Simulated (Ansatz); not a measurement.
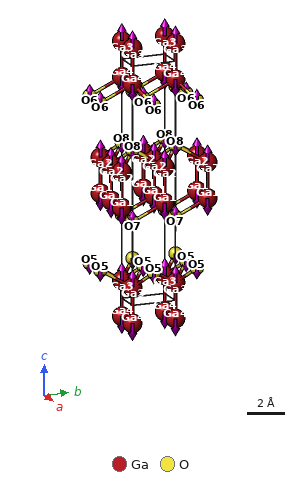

This is a relaxation of a crystal of GaO (a generated structure, set up in P-6m2) (coarse preliminary run). The starting structure is drawn; purple arrows show the displacements (the part carried along by the change of the cell is left out), 5 times their true length.

The picture is a ball-and-stick view of the cell of the calculation, seen slightly off an axis.

These are results of DFT PBE, scalar-relativistic, plane waves, PAW in Ansatz, not measurements. Set-up: plane-wave cutoff 420 eV; k-point mesh 6 × 6 × 2; occupations gaussian; smearing width 0.1 eV; no spin polarisation; cell and atoms relaxed; force threshold 0.05 eV/Å; at most 80 steps.

Q: What happened in the run?

A: After 6 accepted moves (8 points after the start) the energy has fallen by 4.632 eV per cell of the calculation. Largest force component: 11 eV/Å at the start, 0.022 eV/Å at the end. Pressure: 8.71 GPa at the start and −0.06 GPa at the end. At 2 points the geometry stayed and the basis and grid were re-selected for the new cell (energy shift of 36.0 meV per cell of the calculation at most each time). The largest moves relative to the cell, 0.20 Å, are those of Ga1, Ga2, Ga3 and Ga4. Ga1 goes along −c. Largest moves by element: Ga 0.20 Å, O 0.13 Å. The volume changes by +9.7 %, with a = b 3.075 → 3.105 Å (+1.0 %), c 13.077 → 14.071 Å (+7.6 %). Near-neighbour distances that change, for instance: Ga1–Ga2 1.962 → 2.507 Å, Ga1–O7 2.028 → 1.935 Å. Among the angles between lasting bonds that change: Ga4–O6–Ga4 98.6° → 106.7°, O6–Ga4–O6 98.6° → 106.7°, Ga3–Ga4–O6 118.9° → 112.1°. The space group stays P-6m2 (No. 187). The run took 37 s on 2 threads of Arm Neoverse V2, on a shared host, peak memory 0.38 GiB.

Limits of the set-up: layers or molecules are held without a dispersion correction, so their spacing is unreliable.
